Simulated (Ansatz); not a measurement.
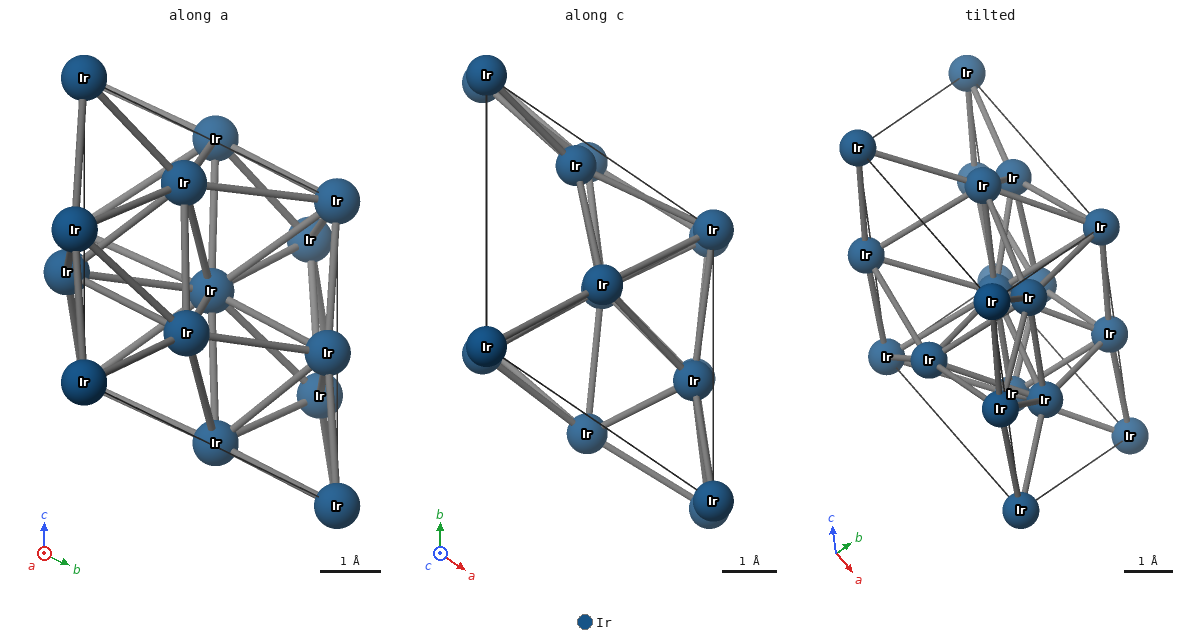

View along the a axis, along the c axis and slightly off an axis, drawn as a ball-and-stick model. The unit cell is outlined; an atom on or near a face, edge or corner is repeated at each equivalent position. Cell: a = 5.321 Å, b = 5.301 Å, c = 5.228 Å, α = 105.52°, β = 103.69°, γ = 117.63°.

- The element is iridium.
- The structure is triclinic, space group P1.
- It is a distorted form of a primitive hexagonal structure, space group P6_3/mmc (No. 194) within 0.45 Å: hexagonal close-packed (Mg type).
- The cell holds eight atoms.

Its origin is a structure listed in the Materials Project. The cell was then strained or its atoms displaced on purpose. A calculation with Ansatz used it as input.

At this level of theory the cell isn't at rest (compressed, at 13 GPa and forces up to 2.0 eV/Å), so its distances can differ from those at equilibrium, the more so the softer the solid.
